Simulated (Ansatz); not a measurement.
## Al: a failed or faulty run and its cure

System: Al (slab, 3 atoms in the cell).
Method of the first run: DFT, PBE, all-electron LAPW, no spin polarisation (Ansatz 0.2.0).

Some settings of this run were made unusual or wrong on purpose. Text and figures count atoms from 1; the logs count them from 0 in places.

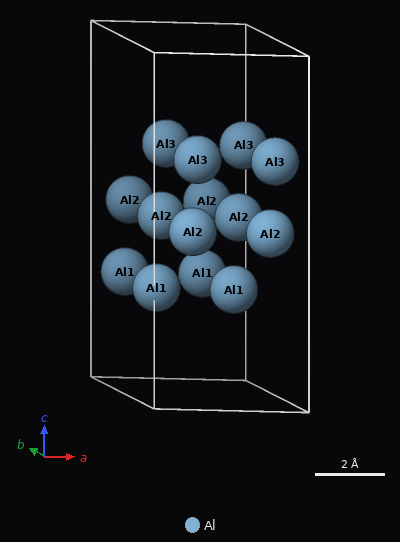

**Figure 1.** The input geometry (spheres-only view of the 2 × 2 repeat of the cell, with the vacuum cut short, seen slightly off an axis; atoms are numbered from 1 in the order of the input).

### Input, the first run
```yaml
crystal:
  lattice:
    - [2.28598829, 0.0, 0.0]
    - [-1.14299415, 1.97972394, 0.0]
    - [0.0, 0.0, 16.53304]
  atoms:
    - { symbol: Al, position: [0.1666666665, 0.3333333335, 0.3871047536] }
    - { symbol: Al, position: [0.5000000005, 0.9999999995, 0.4999999997] }
    - { symbol: Al, position: [0.8333333335, 0.6666666665, 0.6128952464] }
kpoints:
  mp_grid: { grid: [16, 16, 1] }
scf:
  occupations: { method: fermi_dirac, width: 0.08 }
  max_iter: 50
hamiltonian:
  xc: pbe
  pseudopotentials: { kind: all_electron, lapw: { basis_error: 0.001 } }
output:
  forces: true
  stress: true
  eigenvalues: true
  populations: true
efield:
  axis: 3
  amplitude: 0
  dipole_correction: true
```

Launched with:
```bash
ansatz run input.yaml --threads 1 --pin off --max-ram 3584MiB --backend cpu --events-out ev --progress --plain --runs-dir out
```

Hardware: 1 thread of Arm Neoverse V1, 24 GiB of memory available, shared host.

### Output, shortened to warnings, some set-up lines, iterations and results (the first run)
```
WARN: efield: at this solve's end the planar-averaged density reaches 2.28e-5 e/Å³ inside the ramp window [0.8895, 0.1105] (bound 1e-5 e/Å³); the window's nearer edge stands 4.57 Å from this solve's nearest atom along the axis. Its work functions, free energy, forces, stress, dipole, levels and responses can be off, and this figure does not tell by how much. A short vacuum, a low `basis.ecutwfc` …
Basis set: ecut = 255.66708547123565 eV, 625 PW (Γ), exchange–correlation at level 2
Symmetry: 6 space group operations
k-points: 30 of 256 (time reversal used)
Initial density: superposition of atomic densities (neutral atoms: chi_scale 0, normalization atom)
[...]
SCF iter   1: F=—  HF=-19817.650450 eV  |F-HF|=—  |Δ(HF+E_count)|=         —  Δρ=4.55e-2  dr2=1.67e1  ethr=5.05e-2  p=-0.000 e·Å  D=-5.22e-13 V/Å  ΔV_dip=0.00 eV  …
SCF iter   2: F=—  HF=-19814.717657 eV  |F-HF|=—  |Δ(HF+E_count)|=    2.93e0  Δρ=2.68e-2  dr2=9.57e-1  ethr=2.90e-3  p=0.000 e·Å  D=1.07e-9 V/Å  ΔV_dip=-0.00 eV  …
SCF iter   3: F=—  HF=-19814.685281 eV  |F-HF|=—  |Δ(HF+E_count)|=         —  Δρ=4.52e-3  dr2=1.34e-1  ethr=2.90e-3  p=0.000 e·Å  D=4.67e-9 V/Å  ΔV_dip=-0.00 eV  …
SCF iter   4: F=—  HF=-19814.668665 eV  |F-HF|=—  |Δ(HF+E_count)|=   1.66e-2  Δρ=8.95e-4  dr2=1.50e-3  ethr=4.07e-4  p=0.000 e·Å  D=2.98e-9 V/Å  ΔV_dip=-0.00 eV  …
SCF iter   5: F=—  HF=-19814.668431 eV  |F-HF|=—  |Δ(HF+E_count)|=   2.34e-4  Δρ=2.81e-4  dr2=2.79e-4  ethr=4.55e-6  p=0.000 e·Å  D=7.97e-9 V/Å  ΔV_dip=-0.00 eV  …
SCF iter   6: F=—  HF=-19814.668396 eV  |F-HF|=—  |Δ(HF+E_count)|=   3.51e-5  Δρ=6.92e-5  dr2=4.74e-6  ethr=8.45e-7  p=-0.000 e·Å  D=-1.34e-8 V/Å  ΔV_dip=0.00 eV  …
SCF iter   7: F=—  HF=-19814.668393 eV  |F-HF|=—  |Δ(HF+E_count)|=   3.18e-6  Δρ=1.55e-5  dr2=3.38e-7  ethr=1.44e-8  p=-0.000 e·Å  D=-3.94e-8 V/Å  ΔV_dip=0.00 eV  …
SCF iter   8: F=-19814.668393 eV  HF=-19814.668393 eV  |F-HF|=3.83e-9  |Δ(HF+E_count)|=   2.00e-8  Δρ=2.96e-6  dr2=6.87e-9  ethr=1.02e-9  p=-0.000 e·Å  D=-2.22e-8 V/Å  …
SCF 1 converged in 8 iterations: F = -19814.668393 eV  dr2 = 6.87e-9
SCF converged after 8 iterations
Free energy (F): -19814.668393 eV
Harris-Foulkes:  -19814.668393 eV  (|F-HF|=3.83e-9)
Internal energy: -19814.647240 eV  (E = F + TS)
E sigma→0 (E₀):  -19814.657816 eV
Entropy (-TS):   -0.021153 eV (-7.051 meV/atom)
Fermi energy:    4.570286 eV
Dipole field:    D = -0.000000 V/Å  (p = -0.000000 e·Å, saw-weighted, corrected)
Work function:   Φ+ = 3.8353 eV   Φ− = 3.8355 eV
Levels:          The Fermi level and band energies are counted from a zero that moves with the ramp; work functions are not
Vacuum region:   at the solve's end the planar-averaged density reaches 2.28e-5 e/Å³ inside the ramp window [0.8895, 0.1105] (bound 1e-5 e/Å³)
--- Per-component energies (eV) ---
  E_band       = -1668.667720
  E_kinetic    = 19937.795835
  E_xc         = -1537.317519
  E_efield     = 0.000000  (sawtooth field / dipole correction)
  E_electrostatic = -38215.125556  (all electrons and nuclei)
  E_smearing   = -0.021153  (= −TS)
  E_closure    = 0.000000  (closes the sum)
  E_atoms      = -19811.348770  (free atoms, spherical and without spin; not in F)
  Σ components = -19814.668393   (vs F -19814.668393, Δ=0.00e0)
  Basis errors (estimates in eV, not in F): energy 3.7e-4 per atom: plane waves 3.4e-4 (1.9e-4 summed), levels above the bands 1.7e-30, relativity 7.0e-9, radial functions 3.6e-5, core shells 2.0e-12; eigenvalues (radial functions only) 1.2e-6; not estimated: angular momenta, meshes, grids; target …
--- Forces (eV/Å), atoms counted from 1 ---
  atom   1  Al     0.00000000     0.00000000    -5.88224281
  atom   2  Al    -0.00000000    -0.00000000     0.00000007
  atom   3  Al    -0.00000000    -0.00000000     5.88224274
  max |Σ_I F_I| component: 1.38e-9 eV/Å
--- Stress (GPa, compression-positive) ---
       65.888842       0.000000      -0.000000
        0.000000      65.888842      -0.000000
       -0.000000      -0.000000      47.022114
  P = ⅓ Tr σ = 59.5999 GPa (595.999 kbar)
--- Löwdin populations: 3 sites ---
  site symbol       q [e]
     0     Al     12.9148
     1     Al     12.9540
     2     Al     12.9148
  spilling = 0.005549 (of n_electrons = 39.000000)
```

**Diagnose this run and give a change of the input that cures it.**

The input was spoiled on purpose: a lattice far too small (`crystal.lattice`). The atoms are squeezed together and the pressure is enormous. The program still converged, but the numbers can't be taken as results for the intended system. Warnings of the run: the density in the vacuum is higher than it should be, so vacuum levels may be off.

A run of the same system that converges differs from this input as follows (lines with − go, lines with + come):
```diff
-    - [2.28598829, 0.0, 0.0]
-    - [-1.14299415, 1.97972394, 0.0]
-    - [0.0, 0.0, 16.53304]
+    - [2.8574853682, 0.0, 0.0]
+    - [-1.4287426841, 2.4746549198, 0.0]
+    - [0.0, 0.0, 20.6663]
-  max_iter: 50
+  dos: { projected: true, de: 0.2, e_range: [-14, 8] }
```

### Output, shortened to warnings, some set-up lines, iterations and results (the second run)
```
Basis set: ecut = 130.770909473673 eV, 513 PW (Γ), exchange–correlation at level 2
Symmetry: 6 space group operations
k-points: 30 of 256 (time reversal used)
Initial density: superposition of atomic densities (neutral atoms: chi_scale 0, normalization atom)
[...]
SCF iter   1: F=—  HF=-19822.432152 eV  |F-HF|=—  |Δ(HF+E_count)|=         —  Δρ=1.37e-2  dr2=2.99e0  ethr=9.00e-3  p=0.000 e·Å  D=7.24e-15 V/Å  ΔV_dip=-0.00 eV  …
SCF iter   2: F=—  HF=-19822.029775 eV  |F-HF|=—  |Δ(HF+E_count)|=   4.02e-1  Δρ=1.03e-2  dr2=1.07e0  ethr=9.00e-3  p=0.000 e·Å  D=6.15e-10 V/Å  ΔV_dip=-0.00 eV  …
SCF iter   3: F=—  HF=-19821.894335 eV  |F-HF|=—  |Δ(HF+E_count)|=   1.35e-1  Δρ=1.70e-3  dr2=2.94e-2  ethr=8.89e-5  p=0.000 e·Å  D=6.70e-10 V/Å  ΔV_dip=-0.00 eV  …
SCF iter   4: F=—  HF=-19821.890783 eV  |F-HF|=—  |Δ(HF+E_count)|=         —  Δρ=2.82e-4  dr2=1.27e-4  ethr=8.89e-5  p=0.000 e·Å  D=2.26e-8 V/Å  ΔV_dip=-0.00 eV  …
SCF iter   5: F=—  HF=-19821.890891 eV  |F-HF|=—  |Δ(HF+E_count)|=   1.09e-4  Δρ=4.72e-5  dr2=3.52e-6  ethr=3.85e-7  p=0.000 e·Å  D=2.73e-9 V/Å  ΔV_dip=-0.00 eV  …
SCF iter   6: F=—  HF=-19821.890890 eV  |F-HF|=—  |Δ(HF+E_count)|=   1.77e-6  Δρ=1.52e-5  dr2=4.15e-7  ethr=1.07e-8  p=-0.000 e·Å  D=-6.20e-10 V/Å  ΔV_dip=0.00 eV  …
SCF iter   7: F=-19821.890890 eV  HF=-19821.890890 eV  |F-HF|=3.99e-8  |Δ(HF+E_count)|=   8.19e-7  Δρ=2.57e-6  dr2=8.27e-9  ethr=1.26e-9  p=0.000 e·Å  D=2.25e-9 V/Å  …
SCF 1 converged in 7 iterations: F = -19821.890890 eV  dr2 = 8.27e-9
SCF converged after 7 iterations
Free energy (F): -19821.890890 eV
Harris-Foulkes:  -19821.890890 eV  (|F-HF|=3.99e-8)
Internal energy: -19821.864932 eV  (E = F + TS)
E sigma→0 (E₀):  -19821.877911 eV
Entropy (-TS):   -0.025959 eV (-8.653 meV/atom)
Fermi energy:    0.796618 eV
Dipole field:    D = 0.000000 V/Å  (p = 0.000000 e·Å, saw-weighted, corrected)
Work function:   Φ+ = 3.8922 eV   Φ− = 3.8922 eV
Levels:          The Fermi level and band energies are counted from a zero that moves with the ramp; work functions are not
--- Per-component energies (eV) ---
  E_band       = -1799.113637
  E_kinetic    = 19860.724218
  E_xc         = -1519.385624
  E_efield     = 0.000000  (sawtooth field / dipole correction)
  E_electrostatic = -38163.203525  (all electrons and nuclei)
  E_smearing   = -0.025959  (= −TS)
  E_closure    = 0.000000  (closes the sum)
  E_atoms      = -19811.348770  (free atoms, spherical and without spin; not in F)
  Σ components = -19821.890890   (vs F -19821.890890, Δ=0.00e0)
  Basis errors (estimates in eV, not in F): energy 3.7e-4 per atom: plane waves 3.4e-4 (1.9e-4 summed), levels above the bands 3.2e-21, relativity 4.5e-9, radial functions 2.7e-5, core shells 7.3e-13; eigenvalues (radial functions only) 7.4e-7; not estimated: angular momenta, meshes, grids; target …
--- Forces (eV/Å), atoms counted from 1 ---
  atom   1  Al    -0.00000000     0.00000000     0.05649125
  atom   2  Al    -0.00000000     0.00000000     0.00000001
  atom   3  Al     0.00000000    -0.00000000    -0.05649125
  max |Σ_I F_I| component: 6.38e-9 eV/Å
--- Stress (GPa, compression-positive) ---
       -0.938558      -0.000000       0.000000
       -0.000000      -0.938558      -0.000000
        0.000000      -0.000000      -0.286148
  P = ⅓ Tr σ = -0.7211 GPa (-7.211 kbar)
--- Löwdin populations: 3 sites ---
  site symbol       q [e]
     0     Al     12.9566
     1     Al     12.9438
     2     Al     12.9566
  spilling = 0.003666 (of n_electrons = 39.000000)
```

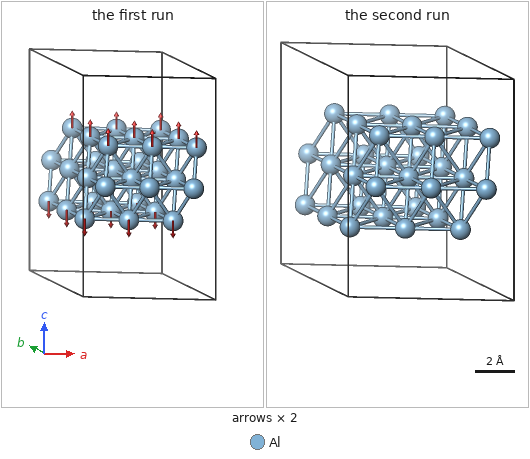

**Figure 2.** The two input geometries at one scale (ball-and-stick view of the 3 × 3 repeat of the cell, with the vacuum cut short, seen slightly off an axis). The red arrows on the first give the shifts of the atoms relative to the cell, magnified 2 times. The largest moves relative to the cell, 0.47 Å, are those of Al atoms. In the plane the drawn cell goes a 6.858 → 8.572 Å (+25.0 %), b 6.858 → 8.572 Å (+25.0 %). Among the contacts that change: Al–Al 2.286 → 2.857 Å.

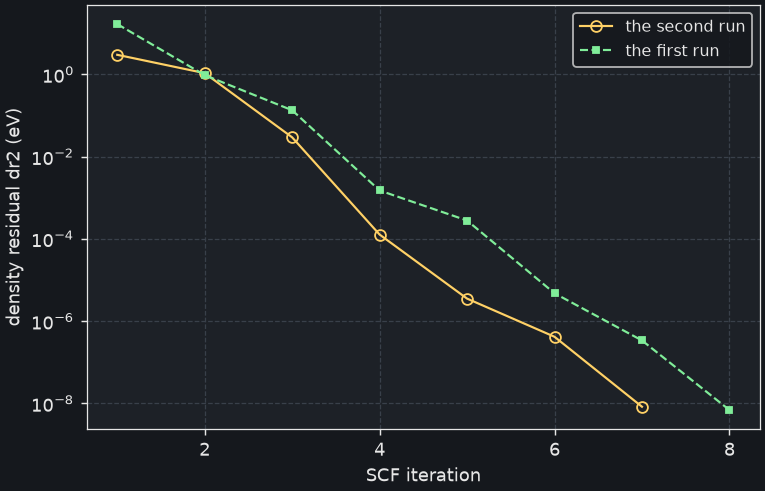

**Figure 3.** Convergence of the two runs: density residual dr2 against the SCF iteration. The second run takes 7 iterations in all, and the first run takes 8.

### The two runs side by side

| quantity | the first run | the second run |
| --- | --- | --- |
| outcome | converged | converged |
| free energy per atom (eV) | −6604.8895 | −6607.2970 |
| energy per atom, smearing taken to zero (eV) | −6604.8859 | −6607.2926 |
| largest force (eV/Å) | 5.882 | 0.056 |
| SCF iterations | 8 | 7 |
| irreducible k-points | 30 | 30 |
| plane waves at Γ | 625 | 513 |
| wall time (shared host) | 21 s | 14 s |

With the same functional and potentials, the second run lies 2407.5 meV per atom lower. The largest force goes from 5.882 to 0.056 eV/Å. The SCF takes 7 iterations against 8. The plane waves at Γ go from 625 to 513. On the same kind of shared host the second run took about 0.67 times as long.
